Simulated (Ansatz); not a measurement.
Start from this file.

```
CELL_PARAMETERS angstrom
2.81302 0.00000 0.00000
-1.40651 2.43614 0.00000
0.00000 0.00000 9.69580
ATOMIC_POSITIONS crystal
Ti 0.66667 0.33333 0.00000
Ti 0.33333 0.66667 0.74600
Ti 0.33333 0.66667 0.25400
Al 0.66667 0.33333 0.50000
```

### Summarise the structure in words.

It has the composition Ti3Al. It is primitive hexagonal, space group P-6m2 (No. 187). One cell contains 3 Ti, 1 Al, 4 atoms in all. The neighbours of Al are six Ti and six Al in an anticuboctahedral arrangement (2.89 Å to Ti, 2.81 Å to Al). Ti takes two kinds of site: 1e with twelve Ti in an anticuboctahedral arrangement at 2.81 to 2.95 Å; 2h with nine Ti and three Al in an anticuboctahedral arrangement (2.81 to 2.95 Å to Ti, 2.89 Å to Al). The bonds build a three-dimensional framework.

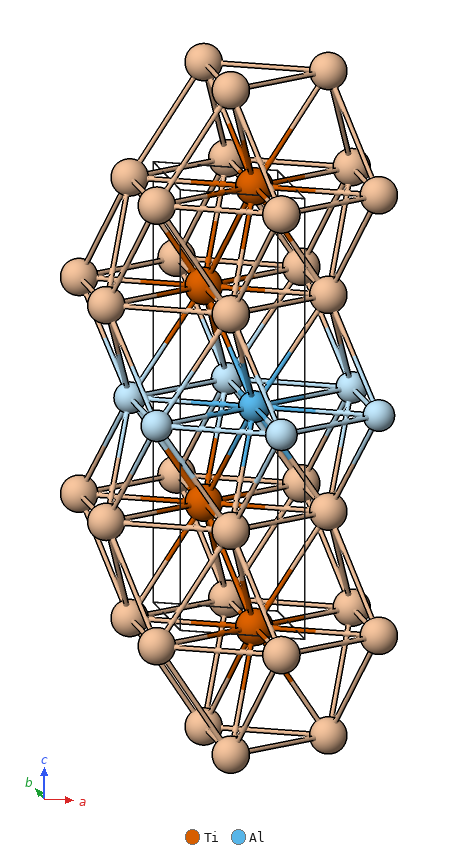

Ball-and-stick drawing of the structure, looking slightly off an axis. The conventional unit cell is drawn as a box. Neighbours across the faces are drawn wherever a bond reaches them, in fainter colours.

The model was built from a structure listed in the Materials Project. The cell was then strained or its atoms displaced on purpose. It was run through Ansatz as a DFT input.
